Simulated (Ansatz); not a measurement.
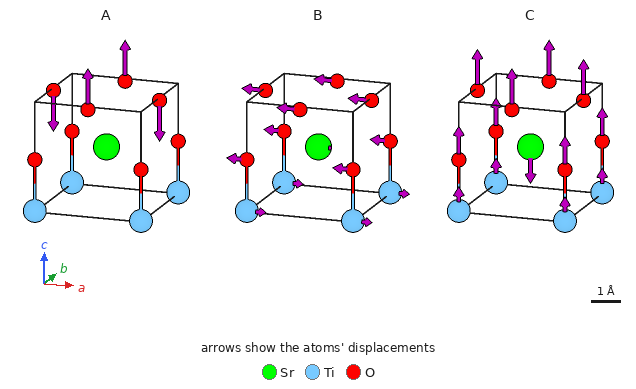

Three optical modes of crystalline SrTiO3 (a generated structure) at the zone centre, in no order (one member of each degenerate set). Displacements are drawn as purple arrows; their common scale and sign are arbitrary. Style: ball-and-stick. Shown: the cell of the calculation, slightly off an axis. Only the shorter bonds are drawn.

Level of theory: DFT PBE, scalar-relativistic, plane waves, PAW in Ansatz 0.2.0. (plane-wave cutoff 420 eV; k-point mesh 8 × 8 × 8; occupations fixed; no spin polarisation)

Frequencies are those without the non-analytic (LO–TO) term.

### Order them from the lowest to the highest frequency (imaginary ones first).

B (70i cm⁻¹), C (124 cm⁻¹), A (242 cm⁻¹). B, E: The O (2c) and O (1a) sublattices move against the Ti and Sr sublattices, along a; it stretches the O–Ti bonds (1.97 Å); the kinetic energy is shared as O 68 %, Ti 27 %, Sr 5 %. C, A₁: The O (2c) and O (1a) and Ti sublattices move against the Sr sublattice, along c; the kinetic energy is shared as Sr 49 %, O 42 %, Ti 9 %. A, B₁: The Sr and Ti and O (1a) atoms stay at rest; all motion is along c; atoms of one kind move against one another, with no net shift of their sublattice.
